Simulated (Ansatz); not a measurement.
MgO: geometry relaxation

The run: geometry relaxation of MgO (Fm-3m, 2 atoms in the cell). Method and program: DFT r2SCAN, scalar-relativistic, plane waves, PAW, no spin polarisation (Ansatz 0.2.0).

The structure derives from an entry of the Crystallography Open Database.

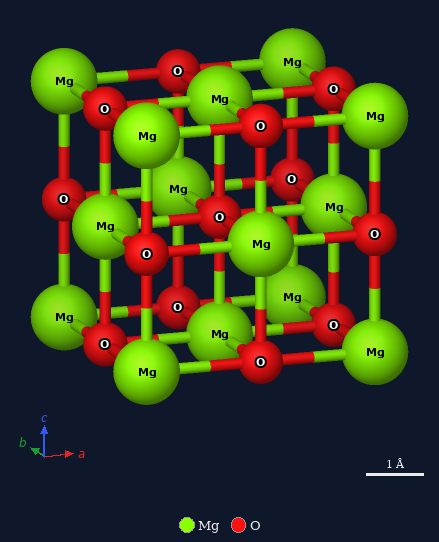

*The starting structure (ball-and-stick view of the cell 4 times as large as that of the calculation, set on its symmetry axes, seen slightly off an axis).*

**Input**
```yaml
crystal:
  lattice:
    - [0.0, 2.13515, 2.13515]
    - [2.13515, 0.0, 2.13515]
    - [2.13515, 2.13515, 0.0]
  atoms:
    - { symbol: Mg, position: [0.0, 0.0, 0.0] }
    - { symbol: O, position: [0.5, 0.5, 0.5] }
basis:
  ecutwfc: 500
kpoints:
  mp_grid: { grid: [10, 10, 10] }
hamiltonian:
  xc: r2scan
scf:
  occupations: { method: gaussian, width: 0.02 }
output:
  forces: true
  stress: true
  eigenvalues: true
  write_density: true
  write_potential: true
  elf: true
  volumetric_format: npy
relax:
  adjacent_minimum: "off"
  f_tol: 0.005
  max_steps: 80
  cell: { stress_tol: 0.05 }
```

Run on 1 thread of Intel Xeon Gold (Sapphire Rapids), 64 GiB of memory available, shared host.

Run as:
```bash
ansatz run input.yaml --threads 1 --pin off --max-ram 2560MiB --backend cpu --events-out ev --progress --plain --runs-dir out
```

**The program's output**
```
Engine: ansatz 0.2.0, x86_64-unknown-linux-gnu
Pseudopotentials: kind: paw
Pseudopotential: Mg, paw, valence charge 10, recommended cutoff 500 eV (meta_gga), Mg.paw.azcp
Pseudopotential: O, paw, valence charge 6, recommended cutoff 500 eV (meta_gga), O.paw.azcp
Functional definition: r2SCAN
  parameter k0 = 0.174
  parameter k1 = 0.065
  parameter a1 = 4.9479
  exchange = r2scan_x(k0 = k0, k1 = k1, a1 = a1)
  correlation = r2scan_c
Crystal: 2 atoms, lattice volume = 19.468 Å³
Basis set: ecut = 500 eV, 531 PW (Γ), exchange–correlation on 96×96×96 points (64 copies of the dense FFT grid, shifted against one another)
Bands: 12, of which v1, the nominal top of the filled ones, is band 8 counted from 1 (7 counted from 0)
Symmetry: 48 space group operations
Space group: Fm-3m (ITA 225), of the structure as read, at distance tolerance 2.7e-5 Å
k-points: 47 of 1000
Non-local potential: Mg, projectors of the file, l = 0: 3, l = 1: 2, l = 2: 1
Non-local potential: O, projectors of the file, l = 0: 2, l = 1: 2, l = 2: 1
PAW form: soft (Blöchl's): semilocal exchange-correlation on the pseudo side does not see the compensation charge
PAW frozen core: Mg, regenerated for the run's functional (the file was generated under x = pbe(κ = 0.804, μ = 0.2195149727645171), c = pbe(β = 0.06672455060314922))
PAW frozen core: O, regenerated for the run's functional (the file was generated under x = pbe(κ = 0.804, μ = 0.2195149727645171), c = pbe(β = 0.06672455060314922))
PAW one-centre angular grid: Mg, 302 points (default); XC on 224 Gauss nodes
PAW one-centre angular grid: O, 302 points (default); XC on 160 Gauss nodes
Initial density: superposition of atomic densities (neutral atoms: chi_scale 0, normalization atom), corrected by the library's trained network
Initial wavefunctions: pseudopotential atomic-orbital guess
Functional: x = r2scan, c = r2scan; τ floored in thin density (d = 2e-4 eV/Å³)
SCF iter   1: F=—  HF=-2498.236421 eV  |F-HF|=—  |Δ(HF+E_count)|=         —  Δρ=1.01e-2  dr2=1.24e-2  dr2_τ=6.49e-2  ethr=1.77e-3  ⟨swp⟩=5.9  Hψ=3384  notcnv=0
preconditioner: auto → none  [insulator: Δε(μ)=5.160 eV  Ē_g=19.526 eV  σ=0.020 eV  W_gap=1.00  n_scr=8 (ndim 8)  ℏωp=23.8 eV  f_vac=0.000  D(μ)=0.00/eV (n_scr^D=0)  ε∞_Penn≈2.5]
SCF iter   2: F=—  HF=-2498.314607 eV  |F-HF|=—  |Δ(HF+E_count)|=   7.82e-2  Δρ=4.92e-3  dr2=1.65e-3  dr2_τ=3.37e-4  ethr=7.75e-5  ⟨swp⟩=3.0  Hψ=1603  notcnv=0
SCF iter   3: F=—  HF=-2498.314688 eV  |F-HF|=—  |Δ(HF+E_count)|=   8.13e-5  Δρ=1.19e-3  dr2=2.26e-4  dr2_τ=2.90e-5  ethr=1.03e-5  ⟨swp⟩=3.0  Hψ=1128  notcnv=0
SCF iter   4: F=—  HF=-2498.314665 eV  |F-HF|=—  |Δ(HF+E_count)|=   2.34e-5  Δρ=5.32e-4  dr2=3.57e-5  dr2_τ=5.00e-6  ethr=1.41e-6  ⟨swp⟩=2.0  Hψ=732  notcnv=0
SCF iter   5: F=—  HF=-2498.314656 eV  |F-HF|=—  |Δ(HF+E_count)|=   9.47e-6  Δρ=4.42e-5  dr2=1.46e-7  dr2_τ=4.05e-8  ethr=2.23e-7  ⟨swp⟩=2.0  Hψ=694  notcnv=0
SCF iter   6: F=-2498.314656 eV  HF=-2498.314656 eV  |F-HF|=8.26e-10  |Δ(HF+E_count)|=   1.39e-7  Δρ=8.53e-6  dr2=3.47e-9  dr2_τ=1.34e-9  ethr=6.25e-10  ⟨swp⟩=8.6  Hψ=3634  notcnv=0
SCF 1 converged in 6 iterations: F = -2498.314656 eV  dr2 = 3.47e-9
  greatest PAW one-centre occupation: 1.000 electrons in one spin orbital (limit 2), on the Mg atom at site 0 (counted from 0), in its partial waves of l = 0
relax step   1: F+E_penalty+E_count = -2498.31465574 eV  Δ(F+E_penalty+E_count) = +0.000e0 eV  max|allowed force component| = 7.192e-29 eV/Å  Δτ_max = 0.0000 Å  P = -7.069 GPa  Ω = 19.468 Å³  (6 SCF iters, dr2 threshold 1.00e-7 eV, accepted)
Crystal: 2 atoms, lattice volume = 19.054 Å³
Initial density: handed on by an earlier stage of this run
Initial wavefunctions: those handed on with the density
iter 1 solved again at ethr=2.94e-6 eV; its pass at ethr=3.10e-3 eV (dr2=4.70e-4 eV) is discarded
SCF iter   1: F=—  HF=-2498.327429 eV  |F-HF|=—  |Δ(HF+E_count)|=         —  Δρ=1.83e-3  dr2=5.00e-4  dr2_τ=2.79e-3  ethr=2.94e-6  ⟨swp⟩=1.0  Hψ=4119  notcnv=0
preconditioner: auto → none  [insulator: Δε(μ)=5.429 eV  Ē_g=19.682 eV  σ=0.020 eV  W_gap=1.00  n_scr=8 (ndim 8)  ℏωp=24.1 eV  f_vac=0.000  D(μ)=0.00/eV (n_scr^D=0)  ε∞_Penn≈2.5]
SCF iter   2: F=—  HF=-2498.329157 eV  |F-HF|=—  |Δ(HF+E_count)|=   1.73e-3  Δρ=6.43e-4  dr2=3.90e-5  dr2_τ=1.61e-5  ethr=2.94e-6  ⟨swp⟩=3.0  Hψ=1128  notcnv=0
SCF iter   3: F=—  HF=-2498.329190 eV  |F-HF|=—  |Δ(HF+E_count)|=   3.39e-5  Δρ=2.91e-4  dr2=1.03e-5  dr2_τ=1.36e-6  ethr=2.44e-7  ⟨swp⟩=2.4  Hψ=923  notcnv=0
SCF iter   4: F=—  HF=-2498.329199 eV  |F-HF|=—  |Δ(HF+E_count)|=   8.86e-6  Δρ=9.33e-5  dr2=1.04e-6  dr2_τ=1.36e-7  ethr=6.45e-8  ⟨swp⟩=2.0  Hψ=752  notcnv=0
SCF iter   5: F=-2498.329199 eV  HF=-2498.329199 eV  |F-HF|=2.37e-9  |Δ(HF+E_count)|=   1.38e-7  Δρ=6.67e-6  dr2=5.03e-9  dr2_τ=1.03e-9  ethr=1.25e-9  ⟨swp⟩=8.9  Hψ=3715  notcnv=0
SCF 2 converged in 5 iterations: F = -2498.329199 eV  dr2 = 5.03e-9
  Residual-converged pass: ⟨swp⟩=1.0  Hψ=754  notcnv=0  max |occ|·‖R‖ = 7.0e-9 eV (tolerance 1.0e-8 eV)  dr2=5.03e-9  dr2_τ=1.03e-9  dr2_onsite=1.29e-9  max |Δocc| = 0.0e0
relax step   2: F+E_penalty+E_count = -2498.32919919 eV  Δ(F+E_penalty+E_count) = -1.454e-2 eV  max|allowed force component| = 1.717e-30 eV/Å  Δτ_max = 0.0000 Å  P = -3.994 GPa  Ω = 19.054 Å³  energy of the carried Pulay correction = +1.871e-4 eV  (5 SCF iters, dr2 threshold 2.00e-7 eV, accepted)
Crystal: 2 atoms, lattice volume = 18.542 Å³
Basis set: ecut = 500 eV, 459 PW (Γ), exchange–correlation on 96×96×96 points (64 copies of the dense FFT grid, shifted against one another)
iter 1 solved again at ethr=5.11e-6 eV; its pass at ethr=3.10e-3 eV (dr2=8.18e-4 eV) is discarded
SCF iter   1: F=—  HF=-2498.332628 eV  |F-HF|=—  |Δ(HF+E_count)|=         —  Δρ=2.46e-3  dr2=8.78e-4  dr2_τ=4.57e-3  ethr=5.11e-6  ⟨swp⟩=1.2  Hψ=4152  notcnv=0
preconditioner: auto → none  [insulator: Δε(μ)=5.702 eV  Ē_g=20.013 eV  σ=0.020 eV  W_gap=1.00  n_scr=8 (ndim 8)  ℏωp=24.4 eV  f_vac=0.000  D(μ)=0.00/eV (n_scr^D=0)  ε∞_Penn≈2.5]
SCF iter   2: F=—  HF=-2498.335394 eV  |F-HF|=—  |Δ(HF+E_count)|=   2.77e-3  Δρ=8.45e-4  dr2=6.26e-5  dr2_τ=2.86e-5  ethr=5.11e-6  ⟨swp⟩=3.0  Hψ=1128  notcnv=0
SCF iter   3: F=—  HF=-2498.335446 eV  |F-HF|=—  |Δ(HF+E_count)|=   5.17e-5  Δρ=3.84e-4  dr2=1.68e-5  dr2_τ=2.15e-6  ethr=3.91e-7  ⟨swp⟩=2.4  Hψ=915  notcnv=0
SCF iter   4: F=—  HF=-2498.335462 eV  |F-HF|=—  |Δ(HF+E_count)|=   1.56e-5  Δρ=1.17e-4  dr2=1.63e-6  dr2_τ=2.08e-7  ethr=1.05e-7  ⟨swp⟩=2.0  Hψ=752  notcnv=0
SCF iter   5: F=-2498.335461 eV  HF=-2498.335461 eV  |F-HF|=3.52e-9  |Δ(HF+E_count)|=   2.42e-7  Δρ=7.66e-6  dr2=5.48e-9  dr2_τ=1.26e-9  ethr=1.25e-9  ⟨swp⟩=6.7  Hψ=3120  notcnv=0
SCF 3 converged in 5 iterations: F = -2498.335461 eV  dr2 = 5.48e-9
relax step   3: F+E_penalty+E_count = -2498.33546138 eV  Δ(F+E_penalty+E_count) = -6.262e-3 eV  max|allowed force component| = 4.898e-30 eV/Å  Δτ_max = 0.0000 Å  P = +0.321 GPa  Ω = 18.542 Å³  energy of the carried Pulay correction = +4.241e-4 eV  (5 SCF iters, dr2 threshold 2.00e-7 eV, accepted)
Crystal: 2 atoms, lattice volume = 18.578 Å³
iter 1 solved again at ethr=3.03e-8 eV; its pass at ethr=3.10e-3 eV (dr2=4.85e-6 eV) is discarded
SCF iter   1: F=—  HF=-2498.335465 eV  |F-HF|=—  |Δ(HF+E_count)|=         —  Δρ=1.73e-4  dr2=4.40e-6  dr2_τ=2.31e-5  ethr=3.03e-8  ⟨swp⟩=2.7  Hψ=4001  notcnv=0
preconditioner: auto → none  [insulator: Δε(μ)=5.685 eV  Ē_g=19.960 eV  σ=0.020 eV  W_gap=1.00  n_scr=8 (ndim 8)  ℏωp=24.4 eV  f_vac=0.000  D(μ)=0.00/eV (n_scr^D=0)  ε∞_Penn≈2.5]
SCF iter   2: F=—  HF=-2498.335480 eV  |F-HF|=—  |Δ(HF+E_count)|=   1.52e-5  Δρ=5.67e-5  dr2=2.79e-7  dr2_τ=1.40e-7  ethr=2.75e-8  ⟨swp⟩=3.0  Hψ=936  notcnv=0
SCF iter   3: F=-2498.335480 eV  HF=-2498.335480 eV  |F-HF|=5.36e-8  |Δ(HF+E_count)|=   2.13e-7  Δρ=2.57e-5  dr2=7.54e-8  dr2_τ=9.43e-9  ethr=1.25e-9  ⟨swp⟩=8.6  Hψ=3876  notcnv=0
SCF 4 converged in 3 iterations: F = -2498.335480 eV  dr2 = 7.54e-8
relax step   4: F+E_penalty+E_count = -2498.33548040 eV  Δ(F+E_penalty+E_count) = -1.902e-5 eV  max|allowed force component| = 2.465e-29 eV/Å  Δτ_max = 0.0000 Å  P = +0.001 GPa  Ω = 18.578 Å³  energy of the carried Pulay correction = +4.075e-4 eV  (3 SCF iters, dr2 threshold 2.00e-7 eV, accepted)
Initial wavefunctions: pseudopotential atomic-orbital guess (no wavefunctions were taken with the density)
iter 1 solved again at ethr=3.47e-8 eV; its pass at ethr=3.10e-3 eV (dr2=5.55e-6 eV) is discarded
SCF iter   1: F=—  HF=-2498.335002 eV  |F-HF|=—  |Δ(HF+E_count)|=         —  Δρ=1.25e-4  dr2=3.36e-7  dr2_τ=1.11e-6  ethr=3.47e-8  ⟨swp⟩=3.4  Hψ=4862  notcnv=0
preconditioner: auto → none  [insulator: Δε(μ)=5.686 eV  Ē_g=19.962 eV  σ=0.020 eV  W_gap=1.00  n_scr=8 (ndim 8)  ℏωp=24.4 eV  f_vac=0.000  D(μ)=0.00/eV (n_scr^D=0)  ε∞_Penn≈2.5]
SCF iter   2: F=—  HF=-2498.335000 eV  |F-HF|=—  |Δ(HF+E_count)|=   1.98e-6  Δρ=6.30e-5  dr2=8.37e-8  dr2_τ=8.02e-8  ethr=2.10e-9  ⟨swp⟩=2.1  Hψ=941  notcnv=0
SCF iter   3: F=—  HF=-2498.335000 eV  |F-HF|=—  |Δ(HF+E_count)|=   2.23e-7  Δρ=4.39e-6  dr2=1.51e-9  dr2_τ=3.60e-10  ethr=5.23e-10  ⟨swp⟩=2.0  Hψ=752  notcnv=0
SCF iter   4: F=—  HF=-2498.335000 eV  |F-HF|=—  |Δ(HF+E_count)|=  7.81e-10  Δρ=1.86e-6  dr2=3.86e-10  dr2_τ=9.33e-11  ethr=9.47e-12  ⟨swp⟩=2.5  Hψ=883  notcnv=0
SCF iter   5: F=-2498.335000 eV  HF=-2498.335000 eV  |F-HF|=2.64e-11  |Δ(HF+E_count)|=  1.55e-11  Δρ=3.99e-7  dr2=8.35e-12  dr2_τ=5.15e-12  ethr=1.00e-12  ⟨swp⟩=4.1  Hψ=2424  notcnv=0
SCF 5 converged in 5 iterations: F = -2498.335000 eV  dr2 = 8.35e-12
relax step   5: F+E_penalty+E_count = -2498.33500016 eV  Δ(F+E_penalty+E_count) = +4.802e-4 eV  max|allowed force component| = 3.234e-29 eV/Å  Δτ_max = 0.0000 Å  P = +0.028 GPa  Ω = 18.578 Å³  stress off target by 2.80e-2 GPa  SCF on the basis re-selected at this cell (its energy is not comparable with the rows above)  (5 SCF iters)
```

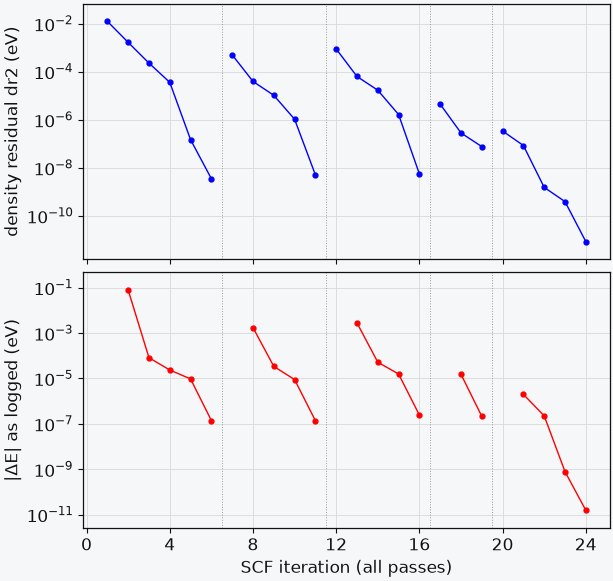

*Convergence of the self-consistent field: density residual dr2 and size of the energy change against the SCF iteration. The dotted lines part the SCF passes of the relaxation: geometry steps, rejected trials and re-solves on a re-selected basis.*

The 5 passes take 3 to 6 iterations each, 24 in all.

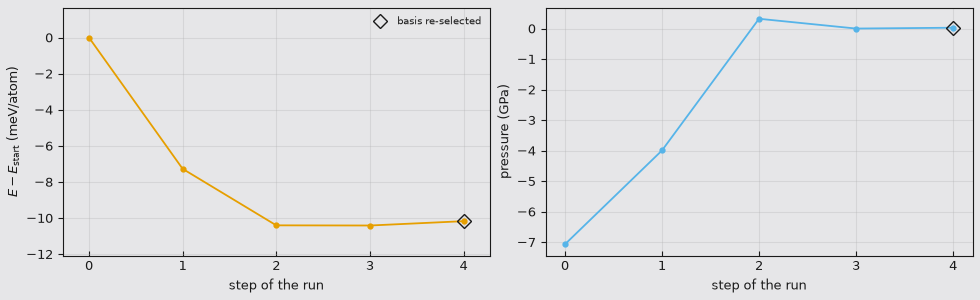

*Progress of the relaxation, step by step (the first geometry is step 0 here and step 1 in the log).*

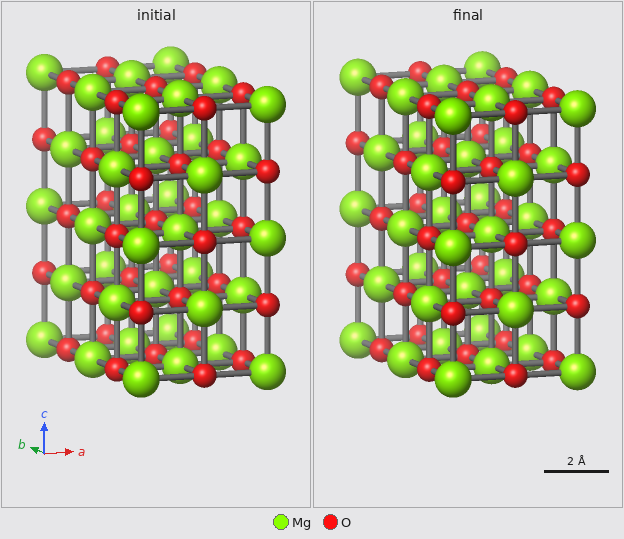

*Before (left) and after (right) the relaxation, at one scale (ball-and-stick view of the cell 4 times as large as that of the calculation, set on its symmetry axes, repeated 1 × 2 × 2, seen slightly off an axis).*

After 3 geometry steps the energy has fallen by 10.4 meV per atom. All forces vanish by symmetry, so only the cell relaxes. The pressure goes from −7.07 to 0.03 GPa. No atom moves by more than 0.005 Å relative to the cell. The volume changes by −4.6 %, with a = b = c 4.270 → 4.204 Å (−1.5 %). Among the contacts that change: Mg1–O2 2.135 → 2.102 Å. The space group stays Fm-3m (No. 225). A last SCF at the same geometry on a re-selected plane-wave basis shifts the energy by +0.2 meV per atom. (Atoms are counted from 1 in the order of the input.)

```
basis re-selected at this cell: Δ(F+E_penalty+E_count) = +4.802e-4 eV, ΔP = +0.027 GPa vs the last step (what re-selecting the basis moved, of the pressure what is left beyond the Pulay correction that the steps carried, after the strain that the cell walked since its last selection, with what the two solves' SCF thresholds leave and, on support functions, any second-order correction that the steps lacked; it is no measure of the basis error at this ecutwfc). This SCF's stress stands 2.80e-2 GPa from its target on what of the cell is left free (relax.cell.stress_tol is 5.00e-2 GPa) and its largest allowed force component is 3.23e-29 eV/Å (relax.f_tol is 5.00e-3 eV/Å): within both
SCF converged after 5 iterations
Free energy (F): -2498.335000 eV
Harris-Foulkes:  -2498.335000 eV  (|F-HF|=2.64e-11)
Internal energy: -2498.335000 eV  (E = F + TS)
E sigma→0 (E₀):  -2498.335000 eV
Fermi energy:    10.629970 eV
--- Per-component energies (eV) ---
  E_band       = -311.212786
  E_kinetic    = 256.750932
  E_local      = -1601.479236  (includes V_loc(G=0)·N_el)
  E_nonlocal   = 142.538424
  E_hartree    = 554.963097
  E_xc         = -103.294830
  E_vxc        = -149.072033  (∫ρ·V_xc dr)
  E_paw        = -455.983756  (= ΣΔE_a)
  E_vpaw       = -79.515093  (= ΣTr[D̂ρ^β])
  E_aug_tail   = 0.001031  (compensation charges beyond the density's cutoff)
  E_vtau       = 9.636953  (kinetic-family band-sum trace: ∫τ·v_τ [+ j·A + Jᵃ·Aᵃ] dr)
  E_ewald      = -1291.772515
  E_core_change = -0.058149  (= ΣΔE_core)
  E_smearing   = -0.000000  (= −TS)
  E_closure    = 0.000000  (closes the sum)
  Σ components = -2498.335000   (vs F -2498.335000, Δ=0.00e0)
--- Forces (eV/Å), atoms counted from 1 ---
  atom   1  Mg    -0.00000000     0.00000000     0.00000000
  atom   2  O      0.00000000    -0.00000000    -0.00000000
  max |Σ_I F_I| component: 6.15e-29 eV/Å
--- Stress (GPa, compression-positive) ---
        0.027986      -0.000000      -0.000000
       -0.000000       0.027986      -0.000000
       -0.000000      -0.000000       0.027986
  P = ⅓ Tr σ = 0.0280 GPa (0.280 kbar)
--- Band table (eV; the first three rows and the last of 47) ---
  k-point 0: bands = ["-67.1157", "-32.1944", "-32.1944", "-32.1944", "-10.4445", "7.7871", "7.7871", "7.7871", "13.4728", "24.6444", "24.6444", "24.6444"]
  k-point 1: bands = ["-67.1149", "-32.2029", "-32.1952", "-32.1952", "-10.3358", "7.1594", "7.7169", "7.7169", "14.0855", "23.4078", "24.8994", "24.8994"]
  k-point 2: bands = ["-67.1128", "-32.2250", "-32.1972", "-32.1972", "-10.0379", "5.8415", "7.5392", "7.5392", "15.2972", "21.9075", "25.4337", "25.4337"]
  k-point 46: bands = ["-67.1047", "-32.2516", "-32.2381", "-32.2252", "-8.8739", "4.4411", "5.2483", "6.0431", "19.8291", "20.9142", "21.1279", "25.0005"]
--- Relaxed structure (4 steps of the walk, 4 accepted, 1 SCFs on fresh bases) ---
  F+E_penalty+E_count = -2498.33500016 eV   max|allowed force component| = 3.234e-29 eV/Å   (the final SCF, on the basis selected at the relaxed cell)
  cell:  # Å, volume = 18.5779 Å³
    - [4.108143708183851e-34, 2.1021086855417894, 2.1021086855417894]
    - [2.1021086855417894, -4.092220670581056e-34, 2.1021086855417894]
    - [2.1021086855417894, 2.1021086855417894, 1.4696963707383214e-33]
  atoms:
    - { symbol: Mg, position: [1.5033525703781353e-34, -1.804023084454169e-34, -1.8040230844540664e-34] }
    - { symbol: O, position: [0.49999999999999994, 0.49999999999999994, 0.49999999999999994] }
```

**Trajectory as extended XYZ (Å, eV, eV/Å), 5 frames, from step=1 to step=5**
```
2
Lattice="0.0000 2.1351 2.1351 2.1351 0.0000 2.1351 2.1351 2.1351 0.0000" Properties=species:S:1:pos:R:3:forces:R:3 step=1 energy=-2498.31466 pressure_GPa=-7.07
Mg    0.0000    0.0000    0.0000    0.0000   0.0000   0.0000
O     2.1351    2.1351    2.1351    0.0000   0.0000   0.0000
2
Lattice="0.0000 2.1199 2.1199 2.1199 0.0000 2.1199 2.1199 2.1199 0.0000" Properties=species:S:1:pos:R:3:forces:R:3 step=2 energy=-2498.32920 pressure_GPa=-3.99
Mg    0.0000    0.0000    0.0000    0.0000   0.0000   0.0000
O     2.1199    2.1199    2.1199    0.0000   0.0000   0.0000
2
Lattice="0.0000 2.1008 2.1008 2.1008 0.0000 2.1008 2.1008 2.1008 0.0000" Properties=species:S:1:pos:R:3:forces:R:3 step=3 energy=-2498.33546 pressure_GPa=0.32
Mg    0.0000    0.0000    0.0000    0.0000   0.0000   0.0000
O     2.1008    2.1008    2.1008    0.0000   0.0000   0.0000
2
Lattice="0.0000 2.1021 2.1021 2.1021 0.0000 2.1021 2.1021 2.1021 0.0000" Properties=species:S:1:pos:R:3:forces:R:3 step=4 energy=-2498.33548 pressure_GPa=0.00
Mg    0.0000    0.0000    0.0000    0.0000   0.0000   0.0000
O     2.1021    2.1021    2.1021    0.0000   0.0000   0.0000
2
Lattice="0.0000 2.1021 2.1021 2.1021 0.0000 2.1021 2.1021 2.1021 0.0000" Properties=species:S:1:pos:R:3:forces:R:3 step=5 energy=-2498.33500 pressure_GPa=0.03
Mg    0.0000    0.0000    0.0000    0.0000   0.0000   0.0000
O     2.1021    2.1021    2.1021    0.0000   0.0000   0.0000
```

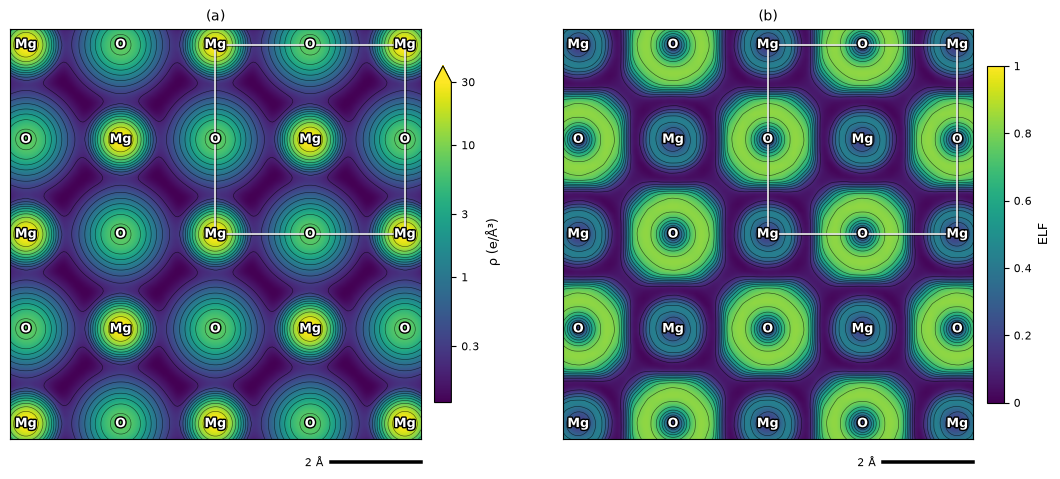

*(a) valence pseudo-density; (b) ELF on the (100) plane of the conventional cell.*

Away from the nuclei the density in this plane falls to 0.11 e/Å³ at its lowest. In a PAW calculation such maps are meaningful between the atoms, not at the nuclei.

**Summary**

- outcome: converged
- space group (tolerance 0.01 Å): Fm-3m (225)
- electrons treated: 16
- free energy: −2498.3350 eV
- Fermi energy: 10.630 eV
- gap on the k-point mesh: 5.69 eV
- pressure: 0.03 GPa
- final volume: 18.58 Å³
- largest force (length of the vector) at the end: under 0.001 eV/Å
- final cell: a = 2.973 Å, b = 2.973 Å, c = 2.973 Å, α = 60.00°, β = 60.00°, γ = 60.00°
- wall time: 8.2 s
- peak memory: 0.4 GiB
